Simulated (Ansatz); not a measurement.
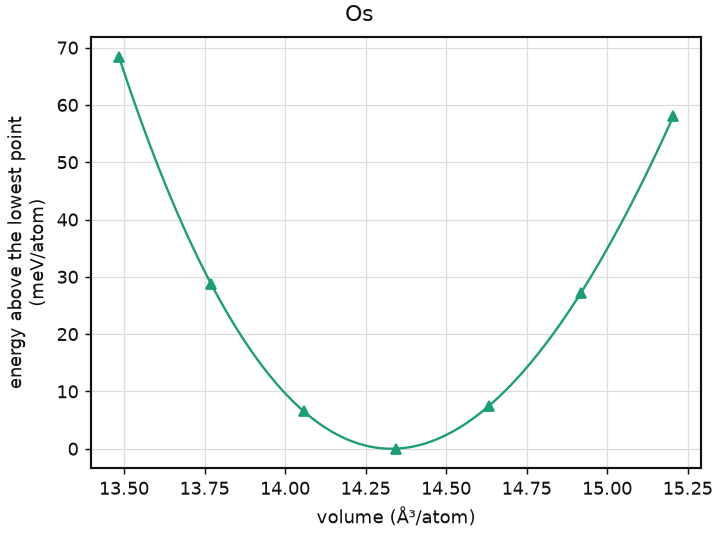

The picture above shows the energy above the lowest point against volume for Os, space group Fm-3m (No. 225) (one of a set of cubic test structures, which need not be the stable phase).

Method: equation of state of a cubic crystal from periodic Kohn-Sham density functional theory without spin, third-order Birch-Murnaghan fit to the free energies; pressure corrected for the finite basis (Ansatz 0.2.0 development build). Level: PBE.

structure type fcc; atoms in cell 1; space group number 225; lattice centring face-centred primitive; k mesh 25×25×25; occupation method Fermi–Dirac; occupation width 0.06123 eV; wave cutoff 700 eV; datasets soft-1 PAW; density tolerance 1e−09 eV; bands 12; density cutoff ratio 4; search for lower states default.

From this curve and the settings, what does the calculation give for the pressure at the same points?

The pressure falls from 27.5 GPa at volume 13.48 Å³/atom to −20.1 GPa at 15.21 Å³/atom, and changes sign near 14.33 Å³/atom.

| volume (Å³/atom) | pressure (GPa) |
| --- | --- |
| 13.48 | 27.5 |
| 13.77 | 17.1 |
| 14.06 | 7.8 |
| 14.34 | −0.4 |
| 14.63 | −7.7 |
| 14.92 | −14.3 |
| 15.21 | −20.1 |

Limits of the calculation: cubic model structure, not the ambient form.
